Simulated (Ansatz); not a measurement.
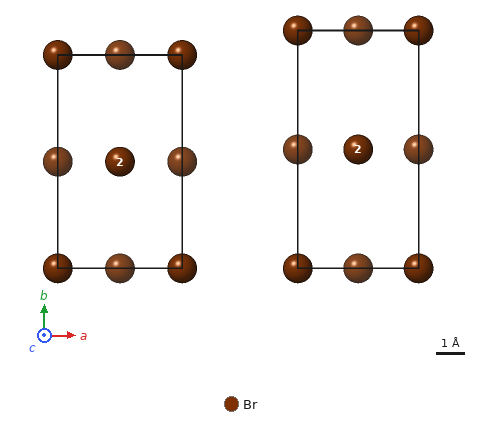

Two geometries of a crystal of Br (built on the O_69 type), drawn at one scale. One is the start of a relaxation, the other its converged end. Style: ball-and-stick. Shown: the conventional cell (4 times the calculation's cell), along the c axis. Lengths and directions refer to the drawn axes.

Computed with DFT PBE, scalar-relativistic, plane waves, PAW (Ansatz). (plane-wave cutoff 420 eV; k-point mesh 10 × 10 × 10; occupations gaussian; smearing width 0.02 eV; no spin polarisation; cell and atoms relaxed; force threshold 0.01 eV/Å; at most 80 steps)

### Which of the two is the end point?

The right one is the relaxed one. Case: O type (Fmmm, No. 69). The energy falls by 4.7 meV per atom in 4 accepted moves (5 points after the start). Largest force component: 0.0029 eV/Å at the start, 0.00092 eV/Å at the end. The pressure goes from 0.02 to 0.03 GPa. The SCF was repeated once at an unchanged geometry on a basis and grid sized afresh for the cell, which shifted the energy by 0.3 meV per atom at most. The largest moves relative to the cell, 0.010 Å, are those of Br atoms. The drawn cell changes as follows: a 4.446 → 4.316 Å (−2.9 %), b 7.629 → 8.502 Å (+11.4 %), c 9.699 → 9.643 Å (−0.6 %); the volume changes by +7.6 %. Among the contacts that change: Br–Br 2.346 → 2.353 Å. The space group stays Fmmm (No. 69). The run took roughly 70 core-seconds on a shared host.
